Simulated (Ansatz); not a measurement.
# GaN: geometry relaxation (part 2 of 2)

Continued. System: GaN (P6₃mc, 4 atoms in the cell). Method: DFT, PBE, plane waves, PAW, no spin polarisation (Ansatz 0.2.0); cutoff 420 eV, 11×11×8 k-mesh, Gaussian smearing of 0.1 eV. The structure derives from a Materials Project entry.

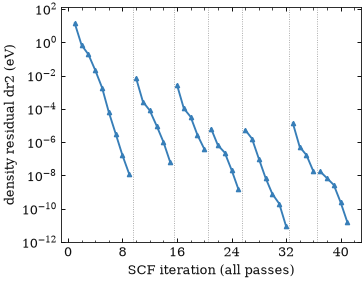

Convergence of the self-consistent field: density residual dr2 against the SCF iteration. The dotted lines part the SCF passes of the relaxation: geometry steps, rejected trials and re-solves on a re-selected basis. The 7 passes take 4 to 9 iterations each, 41 in all.

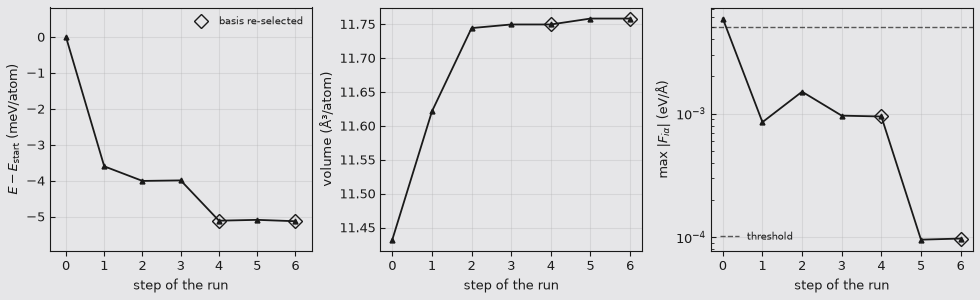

Progress of the relaxation, step by step (the first geometry is step 0 here and step 1 in the log).

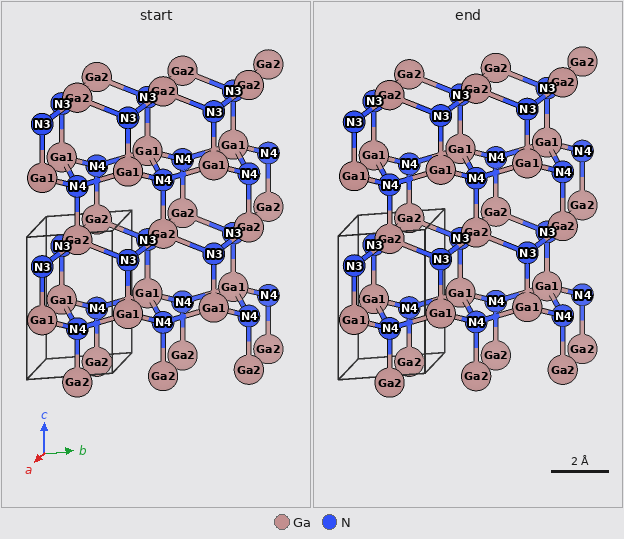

Before (left) and after (right) the relaxation, at one scale (ball-and-stick view of the cell of the calculation, repeated 2 × 3 × 2, seen slightly off an axis). The energy falls by 5.1 meV per atom in 4 geometry steps. The largest force component goes from 0.0059 to under 0.0001 eV/Å. Pressure: 5.16 GPa at the start and 0.00 GPa at the end. 1 further SCF at an unchanged geometry re-selected the plane-wave basis for the new cell. The atoms keep their places relative to the cell (all moves are under 0.005 Å). The drawn cell changes as follows: a = b 3.189 → 3.218 Å (+0.9 %), c 5.192 → 5.243 Å (+1.0 %); the volume changes by +2.9 %. Distances before and after: Ga1–N3 1.957 → 1.975 Å, Ga1–N4 1.949 → 1.967 Å. The space group stays P6_3mc (No. 186). The energy change given includes the shifts at the re-selections in mid-walk, which come without any move. A last SCF at the same geometry on a re-selected plane-wave basis shifts the energy by next to nothing (0.0 meV per atom). (Atoms are counted from 1 in the order of the input.)

```
basis re-selected at this cell: Δ(F+E_penalty+E_count) = -1.552e-4 eV, ΔP = +0.001 GPa vs the last step (what re-selecting the basis moved, of the pressure what is left beyond the Pulay correction that the steps carried, after the strain that the cell walked since its last selection, with what the two solves' SCF thresholds leave and, on support functions, any second-order correction that the steps lacked; it is no measure of the basis error at this ecutwfc). This SCF's stress stands 3.81e-3 GPa from its target on what of the cell is left free (relax.cell.stress_tol is 5.00e-2 GPa) and its largest allowed force component is 9.83e-5 eV/Å (relax.f_tol is 5.00e-3 eV/Å): within both
SCF converged after 5 iterations
Free energy (F): -8335.837503 eV
Harris-Foulkes:  -8335.837503 eV  (|F-HF|=9.09e-12)
Internal energy: -8335.837503 eV  (E = F + TS)
E sigma→0 (E₀):  -8335.837503 eV
Fermi energy:    10.118023 eV
--- Per-component energies (eV) ---
  E_band       = -24.100716
  E_kinetic    = 492.182744
  E_local      = -3949.677836  (includes V_loc(G=0)·N_el)
  E_nonlocal   = 948.672264
  E_hartree    = 1813.658876
  E_xc         = -256.803746
  E_vxc        = -267.226292  (∫ρ·V_xc dr)
  E_paw        = -4240.954075  (= ΣΔE_a)
  E_vpaw       = -875.369535  (= ΣTr[D̂ρ^β])
  E_aug_tail   = 0.000157  (compensation charges beyond the density's cutoff)
  E_ewald      = -3142.915886
  E_smearing   = -0.000000  (= −TS)
  E_closure    = -0.000000  (closes the sum)
  Σ components = -8335.837503   (vs F -8335.837503, Δ=0.00e0)
--- Forces (eV/Å), atoms counted from 1 ---
  atom   1  Ga    -0.00000000     0.00000000    -0.00009850
  atom   2  Ga    -0.00000000    -0.00000000    -0.00009850
  atom   3  N      0.00000000     0.00000000     0.00009805
  atom   4  N      0.00000000    -0.00000000     0.00009805
  max |Σ_I F_I| component: 8.85e-7 eV/Å
--- Stress (GPa, compression-positive) ---
        0.003810       0.000000       0.000000
        0.000000       0.003810      -0.000000
        0.000000      -0.000000       0.003192
  P = ⅓ Tr σ = 0.0036 GPa (0.036 kbar)
--- Band table (eV; the first three rows and the last of 80) ---
  k-point 0: bands = ["-6.4724", "-5.6707", "-4.2033", "-4.1892", "-4.1892", "-4.1340", "-4.1340", "-3.9609", "-3.9609", "-3.8715", "-3.8715", "-2.6170", "2.4005", "8.2652", "8.2652", "9.2246", "9.2608", "9.2608", "10.9712", "13.3282", "18.2813", "18.9970"]
  k-point 1: bands = ["-6.4295", "-5.6840", "-4.1898", "-4.1885", "-4.1885", "-4.1373", "-4.1373", "-3.9562", "-3.9562", "-3.8737", "-3.8737", "-2.7708", "2.6733", "8.3014", "8.3014", "8.7030", "9.2215", "9.2215", "11.4257", "13.3600", "18.1703", "19.0150"]
  k-point 2: bands = ["-6.3096", "-5.7292", "-4.1858", "-4.1858", "-4.1464", "-4.1464", "-4.1413", "-3.9434", "-3.9434", "-3.8806", "-3.8806", "-3.1304", "3.3888", "7.7152", "8.4048", "8.4048", "9.1093", "9.1093", "12.1951", "13.4334", "17.8961", "18.6262"]
  k-point 79: bands = ["-5.5245", "-5.5245", "-4.0850", "-4.0850", "-4.0619", "-4.0619", "-3.9445", "-3.9445", "-3.9120", "-3.9120", "-2.2159", "-2.2159", "3.2021", "3.2021", "5.3709", "5.3709", "7.8233", "7.8233", "15.2947", "15.2947", "16.7148", "16.7148"]
--- Relaxed structure (5 steps of the walk, 5 accepted, 2 SCFs on fresh bases) ---
  F+E_penalty+E_count = -8335.83750277 eV   max|allowed force component| = 9.828e-5 eV/Å   (the final SCF, on the basis selected at the relaxed cell)
  cell:  # Å, volume = 47.0327 Å³
    - [3.2183729185128582, 2.913406822596552e-11, 2.5408521684901133e-18]
    - [-1.60918645928166, 2.7871927062694337, -2.0097418913667468e-18]
    - [4.1371276599936355e-18, -1.3900130723846883e-18, 5.243202140797587]
  atoms:
    - { symbol: Ga, position: [0.6666666666666666, 0.33333333333333326, 0.4991367103283953] }
    - { symbol: Ga, position: [0.33333333333333326, 0.6666666666666665, 0.999136710328395] }
    - { symbol: N, position: [0.6666666666666666, 0.33333333333333326, 0.8758632896716049] }
    - { symbol: N, position: [0.33333333333333326, 0.6666666666666665, 0.37586328967160476] }
```

## Trajectory as extended XYZ (Å, eV, eV/Å), 7 frames, from step=1 to step=7
```
4
Lattice="3.1889 0.0000 0.0000 -1.5945 2.7617 0.0000 0.0000 0.0000 5.1924" Properties=species:S:1:pos:R:3:forces:R:3 step=1 energy=-8335.81699 pressure_GPa=5.16
Ga    1.5945    0.9206    2.5914    0.0000   0.0000   0.0059
Ga    0.0000    1.8411    5.1876    0.0000   0.0000   0.0059
N     1.5945    0.9206    4.5481    0.0000   0.0000  -0.0059
N     0.0000    1.8411    1.9519    0.0000   0.0000  -0.0059
4
Lattice="3.2055 0.0000 0.0000 -1.6027 2.7760 0.0000 0.0000 0.0000 5.2239" Properties=species:S:1:pos:R:3:forces:R:3 step=2 energy=-8335.83139 pressure_GPa=2.00
Ga    1.6027    0.9253    2.6076    0.0000   0.0000   0.0009
Ga    0.0000    1.8507    5.2196    0.0000   0.0000   0.0009
N     1.6027    0.9253    4.5752    0.0000   0.0000  -0.0009
N     0.0000    1.8507    1.9633    0.0000   0.0000  -0.0009
4
Lattice="3.2174 0.0000 0.0000 -1.6087 2.7863 0.0000 0.0000 0.0000 5.2403" Properties=species:S:1:pos:R:3:forces:R:3 step=3 energy=-8335.83302 pressure_GPa=0.08
Ga    1.6087    0.9288    2.6156    0.0000   0.0000  -0.0015
Ga    0.0000    1.8575    5.2357    0.0000   0.0000  -0.0015
N     1.6087    0.9288    4.5898    0.0000   0.0000   0.0015
N     0.0000    1.8575    1.9696    0.0000   0.0000   0.0015
4
Lattice="3.2176 0.0000 0.0000 -1.6088 2.7865 0.0000 0.0000 0.0000 5.2419" Properties=species:S:1:pos:R:3:forces:R:3 step=4 energy=-8335.83296 pressure_GPa=0.00
Ga    1.6088    0.9288    2.6164    0.0000   0.0000  -0.0010
Ga    0.0000    1.8577    5.2374    0.0000   0.0000  -0.0010
N     1.6088    0.9288    4.5911    0.0000   0.0000   0.0010
N     0.0000    1.8577    1.9702    0.0000   0.0000   0.0010
4
Lattice="3.2176 0.0000 0.0000 -1.6088 2.7865 0.0000 0.0000 0.0000 5.2419" Properties=species:S:1:pos:R:3:forces:R:3 step=5 energy=-8335.83744 pressure_GPa=0.13
Ga    1.6088    0.9288    2.6164    0.0000   0.0000  -0.0009
Ga    0.0000    1.8577    5.2374    0.0000   0.0000  -0.0009
N     1.6088    0.9288    4.5911    0.0000   0.0000   0.0009
N     0.0000    1.8577    1.9702    0.0000   0.0000   0.0009
4
Lattice="3.2184 0.0000 0.0000 -1.6092 2.7872 0.0000 0.0000 0.0000 5.2432" Properties=species:S:1:pos:R:3:forces:R:3 step=6 energy=-8335.83735 pressure_GPa=0.00
Ga    1.6092    0.9291    2.6171    0.0000   0.0000  -0.0001
Ga    0.0000    1.8581    5.2387    0.0000   0.0000  -0.0001
N     1.6092    0.9291    4.5923    0.0000   0.0000   0.0001
N     0.0000    1.8581    1.9707    0.0000   0.0000   0.0001
4
Lattice="3.2184 0.0000 0.0000 -1.6092 2.7872 0.0000 0.0000 0.0000 5.2432" Properties=species:S:1:pos:R:3:forces:R:3 step=7 energy=-8335.83750 pressure_GPa=0.00
Ga    1.6092    0.9291    2.6171    0.0000   0.0000  -0.0001
Ga    0.0000    1.8581    5.2387    0.0000   0.0000  -0.0001
N     1.6092    0.9291    4.5923    0.0000   0.0000   0.0001
N     0.0000    1.8581    1.9707    0.0000   0.0000   0.0001
```

The run was set up as follows.

## Input file
```yaml
crystal:
  lattice:
    - [3.1889304035, 0.0, 0.0]
    - [-1.5944652018, 2.7616947404, 0.0]
    - [0.0, 0.0, 5.19235725]
  atoms:
    - { symbol: Ga, position: [0.66666667, 0.33333333, 0.49908371] }
    - { symbol: Ga, position: [0.33333333, 0.66666667, 0.99908371] }
    - { symbol: "N", position: [0.66666667, 0.33333333, 0.87591629] }
    - { symbol: "N", position: [0.33333333, 0.66666667, 0.37591629] }
basis:
  ecutwfc: 420
kpoints:
  mp_grid: { grid: [11, 11, 8] }
hamiltonian:
  xc: pbe
scf:
  occupations: { method: gaussian, width: 0.1 }
  initial_density: { chi_scale: 0.0 }
output:
  forces: true
  eigenvalues: true
  stress: true
relax:
  adjacent_minimum: "off"
  f_tol: 0.005
  max_steps: 80
  cell: { stress_tol: 0.05 }
```

Run as:
```bash
ansatz run input.yaml --threads 8 --pin off --max-ram 16384MiB --backend cpu --events-out ev --progress --plain --runs-dir out
```

## Key numbers

- outcome: converged
- space group (tolerance 0.01 Å): P6₃mc (186)
- electrons treated: 36
- free energy: −8335.8375 eV
- Fermi energy: 10.118 eV
- gap on the k-point mesh: 1.71 eV
- pressure: 0.00 GPa
- final volume: 47.03 Å³
- largest force (length of the vector) at the end: under 0.001 eV/Å
- final cell: a = 3.218 Å, b = 3.218 Å, c = 5.243 Å, α = 90.00°, β = 90.00°, γ = 120.00°
- hardware: 8 threads of Arm Neoverse V2, 24 GiB of memory available, shared host
- wall time: 9.6 s (CPU time 56 s)
- peak memory: 0.5 GiB

## Notes

Settings chosen away from the usual ones: scf.initial_density.chi_scale set to 0.0; kpoints.mp_grid.grid set to [11, 11, 8] (from [9, 9, 6]); scf.occupations.width set to 0.1 (from 0.02).
